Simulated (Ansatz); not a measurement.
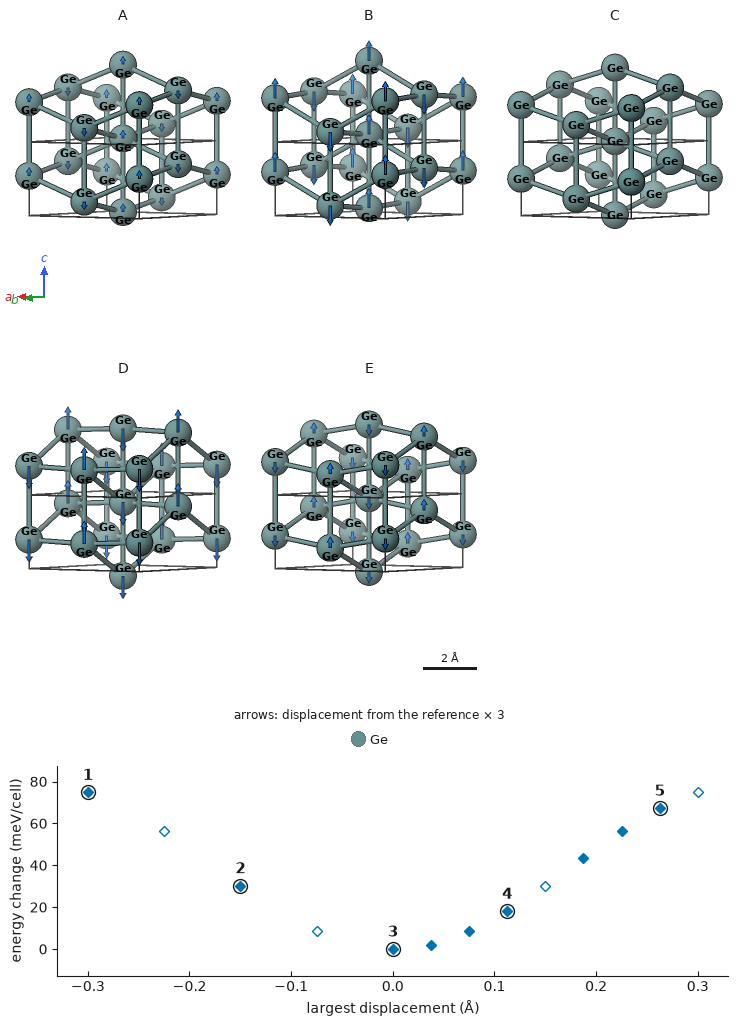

A scan of crystalline Ge (I4_1/amd): a normal mode at the zone centre is frozen in with the cell fixed, the amplitude being the largest displacement of an atom. The frames are shuffled; the numbered points of the plot belong to them. Hollow markers are points alike by symmetry, not computed again. Style: ball-and-stick. Shown: the conventional cell (2 times the calculation's cell), repeated 1 × 1 × 2 with one cell outlined, from a free direction. Blue arrows: displacements from the reference. Lengths and directions refer to the drawn axes.

The calculation used DFT r2SCAN, scalar-relativistic, plane waves, PAW in Ansatz 0.2.0. Settings: plane-wave cutoff 500 eV; k-point mesh 24 × 24 × 24; occupations gaussian; smearing width 0.15 eV; no spin polarisation. Energies (free energies at the smearing named) are counted from the relaxed crystal.

### Match the frames to the points.

Point 1 is frame D (the amplitude −0.30 Å, 74.8 meV/cell); 2 is frame E (the amplitude −0.15 Å, 30.3 meV/cell); 3 is frame C (the amplitude 0.00 Å, 0.0 meV/cell); 4 is frame A (the amplitude 0.1125 Å, 18.1 meV/cell); 5 is frame B (the amplitude 0.2625 Å, 67.3 meV/cell). The harmonic wavenumber of the mode is 76 cm⁻¹, a stable vibration. The lowest computed point lies at the amplitude 0.00 Å (0.0 meV/cell). The end points stand at 74.8 meV/cell (−0.30 Å) and 74.8 meV/cell (0.30 Å). The well is symmetric. At the highest point the shortest interatomic distance is 2.58 Å, against 2.67 Å in the reference. The distortion takes the space group from I4_1/amd to Imma.
